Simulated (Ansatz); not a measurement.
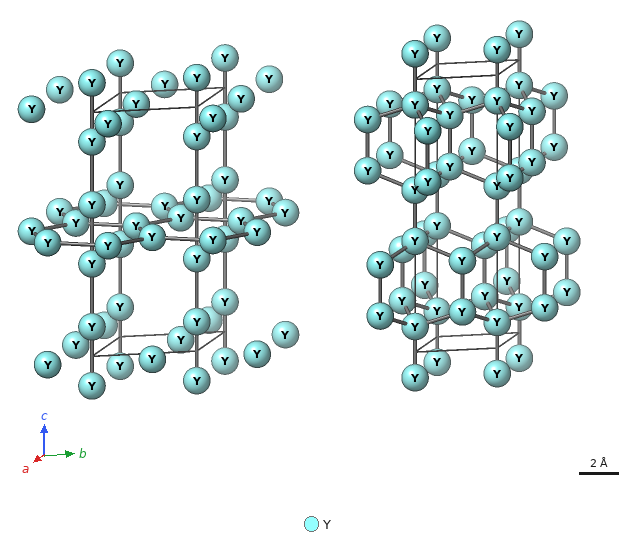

Two geometries of solid Y (built on the C_194 type) (coarse preliminary run), drawn at one scale. One is the start of a relaxation, the other its converged end. The picture is a ball-and-stick view of the cell of the calculation, seen slightly off an axis.

The calculation used Ansatz, DFT PBE, scalar-relativistic, plane waves, PAW. (plane-wave cutoff 420 eV; k-point mesh 6 × 6 × 2; occupations gaussian; smearing width 0.1 eV; no spin polarisation; cell and atoms relaxed; force threshold 0.04 eV/Å; at most 70 steps)

### Which geometry has the lower energy?

The left one is the relaxed one. Case: C type (P6_3/mmc, No. 194). After 17 accepted moves (19 points after the start) the energy has fallen by 1414 meV per atom. The largest force component goes from 0.23 to 0.025 eV/Å. The pressure goes from 6.27 to −0.14 GPa. The SCF was repeated twice at an unchanged geometry on a basis and grid sized afresh for the cell, which shifted the energy by 12.3 meV per atom at most. The largest moves relative to the cell, 2.01 Å, are those of Y atoms. The drawn cell changes as follows: a = b 4.396 → 5.606 Å (+27.5 %), c 14.356 → 12.839 Å (−10.6 %); the volume changes by +45.5 %. Among the contacts that change: Y–Y 2.692 → 6.421 Å, Y–Y 5.154 → 3.237 Å, Y–Y 4.486 → 3.313 Å, Y–Y 2.692 → 3.590 Å. New bonds form: Y–Y (4.49 → 3.31 Å), Y–Y (5.15 → 3.24 Å). Bonds break: Y–Y (2.69 → 3.59 Å), Y–Y (2.69 → 6.42 Å). The space group (tolerance 0.01 Å) goes from P6_3/mmc (No. 194) to P6/mmm (No. 191). The run took of the order of 5 core-minutes on a shared host.
